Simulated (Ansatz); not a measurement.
**Ta: a changed input and its effect**

System: Ta (4 atoms in the cell).
Method of the first run: DFT PBE, scalar-relativistic, plane waves, PAW, no spin polarisation (Ansatz 0.2.0).

The structure derives from an entry of the Crystallography Open Database. Text and figures count atoms from 1; the logs count them from 0 in places.

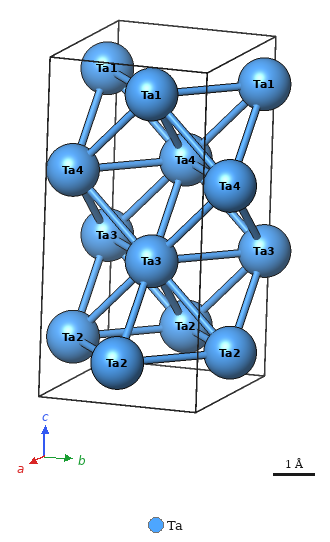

Figure 1. The structure as given in the input (ball-and-stick view of the cell 2 times as large as that of the calculation, set on its symmetry axes, seen slightly off an axis; atoms are numbered from 1 in the order of the input). Near neighbours in the crystal (not all of them lie inside the picture): Ta has 11 Ta at 2.54 to 3.07 Å; Ta has 12 Ta at 2.99 Å.

### The input, the first run
```yaml
crystal:
  lattice:
    - [-2.1115095939, -2.1115095939, 0.0]
    - [2.1115095939, -2.1115095939, 0.0]
    - [0.0, -0.7038365313, 8.4460383756]
  atoms:
    - { symbol: Ta, position: [-0.1458333333, -0.1458333333, 0.875] }
    - { symbol: Ta, position: [0.4791666667, 0.4791666667, 0.125] }
    - { symbol: Ta, position: [-0.0625, -0.0625, 0.375] }
    - { symbol: Ta, position: [0.3958333333, 0.3958333333, 0.625] }
basis:
  ecutwfc: 420
kpoints:
  mp_grid: { grid: [15, 15, 5] }
hamiltonian:
  xc: pbe
scf:
  occupations: { method: gaussian, width: 0.15 }
output:
  forces: true
  stress: true
  eigenvalues: true
```

Launched with:
```bash
ansatz run input.yaml --threads 2 --pin off --max-ram 4096MiB --backend cpu --events-out ev --progress --plain --runs-dir out
```

Hardware: 2 threads of Arm Neoverse V1, 24 GiB of memory available, shared host.

### Output, shortened to warnings, some set-up lines, iterations and results (the first run)
```
Basis set: ecut = 420 eV, 1417 PW (Γ), exchange–correlation on 40×40×120 points (8 copies of the dense FFT grid, shifted against one another)
Symmetry: 4 space group operations
k-points: 304 of 1125
Initial density: superposition of atomic densities (neutral atoms: chi_scale 0, normalization atom), corrected by the library's trained network
[...]
SCF iter   1: F=—  HF=-39727.626735 eV  |F-HF|=—  |Δ(HF+E_count)|=         —  Δρ=3.94e-3  dr2=2.26e-2  ethr=1.77e-3  ⟨swp⟩=4.2  Hψ=38244  notcnv=0
SCF iter   2: F=—  HF=-39727.624858 eV  |F-HF|=—  |Δ(HF+E_count)|=   1.88e-3  Δρ=2.33e-3  dr2=8.85e-3  ethr=4.34e-5  ⟨swp⟩=1.0  Hψ=12160  notcnv=0
SCF iter   3: F=—  HF=-39727.623811 eV  |F-HF|=—  |Δ(HF+E_count)|=   1.05e-3  Δρ=3.07e-4  dr2=7.30e-5  ethr=1.70e-5  ⟨swp⟩=2.2  Hψ=11918  notcnv=0
SCF iter   4: F=—  HF=-39727.623767 eV  |F-HF|=—  |Δ(HF+E_count)|=   4.40e-5  Δρ=6.61e-5  dr2=4.75e-6  ethr=1.40e-7  ⟨swp⟩=2.0  Hψ=12939  notcnv=0
SCF iter   5: F=—  HF=-39727.623766 eV  |F-HF|=—  |Δ(HF+E_count)|=   7.50e-7  Δρ=1.59e-5  dr2=1.92e-7  ethr=9.13e-9  ⟨swp⟩=2.1  Hψ=12463  notcnv=0
SCF iter   6: F=-39727.623766 eV  HF=-39727.623766 eV  |F-HF|=2.42e-9  |Δ(HF+E_count)|=   1.65e-8  Δρ=2.66e-6  dr2=5.32e-9  ethr=1.92e-10  ⟨swp⟩=6.4  Hψ=37939  notcnv=0
SCF 1 converged in 6 iterations: F = -39727.623766 eV  dr2 = 5.32e-9
SCF converged after 6 iterations
Free energy (F): -39727.623766 eV
Harris-Foulkes:  -39727.623766 eV  (|F-HF|=2.42e-9)
Internal energy: -39727.565503 eV  (E = F + TS)
E sigma→0 (E₀):  -39727.594635 eV
Entropy (-TS):   -0.058263 eV (-14.566 meV/atom)
Fermi energy:    18.070703 eV
--- Per-component energies (eV) ---
  E_band       = -461.762131
  E_kinetic    = 1461.165903
  E_local      = -2324.143934  (includes V_loc(G=0)·N_el)
  E_nonlocal   = 58.747045
  E_hartree    = 803.894591
  E_xc         = -872.466212
  E_vxc        = -814.348970  (∫ρ·V_xc dr)
  E_paw        = -33585.978807  (= ΣΔE_a)
  E_vpaw       = -450.970821  (= ΣTr[D̂ρ^β])
  E_aug_tail   = 0.000641  (compensation charges beyond the density's cutoff)
  E_ewald      = -5268.784730
  E_smearing   = -0.058263  (= −TS)
  E_closure    = -0.000000  (closes the sum)
  Σ components = -39727.623766   (vs F -39727.623766, Δ=0.00e0)
--- Forces (eV/Å), atoms counted from 1 ---
  atom   1  Ta     0.00000000    -1.47213489    -0.60701977
  atom   2  Ta     0.00000000     1.47213489     0.60701977
  atom   3  Ta     0.00000000    -0.23669784     0.00386700
  atom   4  Ta     0.00000000     0.23669784    -0.00386700
  max |Σ_I F_I| component: 2.22e-16 eV/Å
--- Stress (GPa, compression-positive) ---
       -1.234660       0.000000       0.000000
        0.000000      -0.549609       3.337146
        0.000000       3.337146       5.477692
  P = ⅓ Tr σ = 1.2311 GPa (12.311 kbar)
```

For the second run the input was changed thus:
```diff
-    - [0.0, -0.7038365313, 8.4460383756]
+    - [0.5278773985, -1.5836321954, 8.4460383756]
-    - { symbol: Ta, position: [-0.1458333333, -0.1458333333, 0.875] }
-    - { symbol: Ta, position: [0.4791666667, 0.4791666667, 0.125] }
-    - { symbol: Ta, position: [-0.0625, -0.0625, 0.375] }
-    - { symbol: Ta, position: [0.3958333333, 0.3958333333, 0.625] }
+    - { symbol: Ta, position: [-0.21875, -0.4375, 0.875] }
+    - { symbol: Ta, position: [0.46875, 0.4375, 0.125] }
+    - { symbol: Ta, position: [-0.09375, -0.1875, 0.375] }
+    - { symbol: Ta, position: [0.34375, 0.1875, 0.625] }
```

Predict how the results change.

With the same functional and potentials, the second run lies 339.3 meV per atom higher. The pressure goes from 1.23 to 6.57 GPa. The largest force goes from 1.592 to 4.624 eV/Å. The number of SCF iterations is the same. The irreducible k-points go from 304 to 563. The plane waves at Γ go from 1417 to 1425. On the same kind of shared host the second run took about 1.8 times as long.

### Output, shortened to warnings, some set-up lines, iterations and results (the second run)
```
Warning: crystal.symmetry: narrowed to the stabiliser of the k-point mesh — unitary ops 4 → 2; excluded 2 operations that carry a point of the 15×15×5 mesh (shift [0, 0, 0]) off the mesh (the run samples exactly the mesh kpoints.mp_grid names, as under crystal.symmetry.detect: false, and its converged state has the mesh's symmetry, not the crystal's; ε∞, the Born charges and the force constants …
Basis set: ecut = 420 eV, 1425 PW (Γ), exchange–correlation on 40×40×120 points (8 copies of the dense FFT grid, shifted against one another)
Symmetry: 2 space group operations
k-points: 563 of 1125
Initial density: superposition of atomic densities (neutral atoms: chi_scale 0, normalization atom), corrected by the library's trained network
[...]
SCF iter   1: F=—  HF=-39726.292931 eV  |F-HF|=—  |Δ(HF+E_count)|=         —  Δρ=9.86e-3  dr2=4.52e-1  ethr=1.77e-3  ⟨swp⟩=4.2  Hψ=72550  notcnv=0
SCF iter   2: F=—  HF=-39726.274348 eV  |F-HF|=—  |Δ(HF+E_count)|=   1.86e-2  Δρ=5.21e-3  dr2=1.29e-1  ethr=8.69e-4  ⟨swp⟩=1.0  Hψ=22520  notcnv=0  defer=2
SCF iter   3: F=—  HF=-39726.266803 eV  |F-HF|=—  |Δ(HF+E_count)|=   7.55e-3  Δρ=7.16e-4  dr2=7.56e-4  ethr=2.48e-4  ⟨swp⟩=1.2  Hψ=17839  notcnv=0  defer=2
SCF iter   4: F=—  HF=-39726.266656 eV  |F-HF|=—  |Δ(HF+E_count)|=   1.48e-4  Δρ=1.30e-4  dr2=2.63e-5  ethr=1.45e-6  ⟨swp⟩=2.0  Hψ=22922  notcnv=0  defer=2
SCF iter   5: F=—  HF=-39726.266629 eV  |F-HF|=—  |Δ(HF+E_count)|=   2.61e-5  Δρ=3.12e-5  dr2=1.34e-6  ethr=5.06e-8  ⟨swp⟩=2.1  Hψ=21773  notcnv=0  defer=2
SCF iter   6: F=-39726.266629 eV  HF=-39726.266629 eV  |F-HF|=2.68e-8  |Δ(HF+E_count)|=   1.17e-7  Δρ=6.72e-6  dr2=5.81e-8  ethr=1.92e-10  ⟨swp⟩=8.4  Hψ=78852  notcnv=0
SCF 1 converged in 6 iterations: F = -39726.266629 eV  dr2 = 5.81e-8
SCF converged after 6 iterations
Free energy (F): -39726.266629 eV
Harris-Foulkes:  -39726.266629 eV  (|F-HF|=2.68e-8)
Internal energy: -39726.224642 eV  (E = F + TS)
E sigma→0 (E₀):  -39726.245636 eV
Entropy (-TS):   -0.041987 eV (-10.497 meV/atom)
Fermi energy:    18.046317 eV
--- Per-component energies (eV) ---
  E_band       = -465.285648
  E_kinetic    = 1465.584050
  E_local      = -2396.222535  (includes V_loc(G=0)·N_el)
  E_nonlocal   = 61.513198
  E_hartree    = 835.966094
  E_xc         = -873.298570
  E_vxc        = -815.469418  (∫ρ·V_xc dr)
  E_paw        = -33587.359722  (= ΣΔE_a)
  E_vpaw       = -452.621544  (= ΣTr[D̂ρ^β])
  E_aug_tail   = 0.000626  (compensation charges beyond the density's cutoff)
  E_ewald      = -5232.407783
  E_smearing   = -0.041987  (= −TS)
  E_closure    = 0.000000  (closes the sum)
  Σ components = -39726.266629   (vs F -39726.266629, Δ=0.00e0)
--- Forces (eV/Å), atoms counted from 1 ---
  atom   1  Ta    -1.59139358    -1.58999765    -4.03980786
  atom   2  Ta     1.59139358     1.58999765     4.03980786
  atom   3  Ta    -0.27267859    -0.27145731     0.00141287
  atom   4  Ta     0.27267859     0.27145731    -0.00141287
  max |Σ_I F_I| component: 0.00e0 eV/Å
--- Stress (GPa, compression-positive) ---
       -2.144784       0.395443       3.771201
        0.395443      -2.194248       3.777224
        3.771201       3.777223      24.059014
  P = ⅓ Tr σ = 6.5733 GPa (65.733 kbar)
```

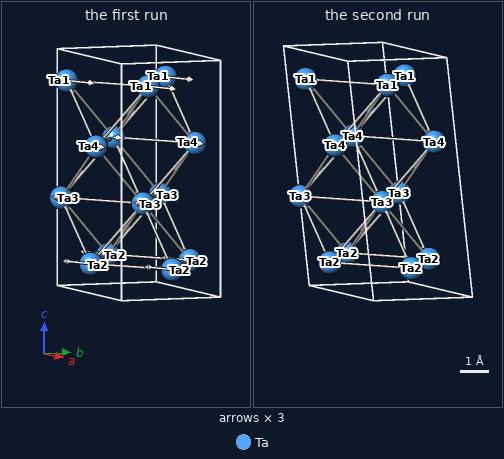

Figure 2. The two input geometries at one scale (ball-and-stick view of the cell 2 times as large as that of the calculation, set on its symmetry axes, seen at an oblique angle). The white arrows on the first give the shifts of the atoms relative to the cell, with their mean removed, magnified 3 times. The largest moves relative to the cell, 0.38 Å, are those of Ta1 and Ta2. (The mean shift of all atoms is removed.) The drawn cell changes at constant volume: a = b stay at 4.223 Å, c 8.475 → 8.609 Å (+1.6 %), α 90.0° → 93.5°, β 94.8° → 100.6°. Among the contacts that change: Ta1–Ta2 3.068 → 3.733 Å.

### The two runs side by side

```tsv
quantity	the first run	the second run
outcome	converged	converged
free energy per atom (eV)	−9931.9059	−9931.5667
energy per atom, smearing taken to zero (eV)	−9931.8987	−9931.5614
gap on the mesh (eV)	0.00	0.00
pressure (GPa)	1.23	6.57
largest force (eV/Å)	1.592	4.624
SCF iterations	6	6
irreducible k-points	304	563
plane waves at Γ	1417	1425
wall time (shared host)	14 s	26 s
```

For both runs: Spin–orbit coupling is left out, which matters for Ta. For the second run: Warnings: the k-point mesh lowers the symmetry that the run can use.
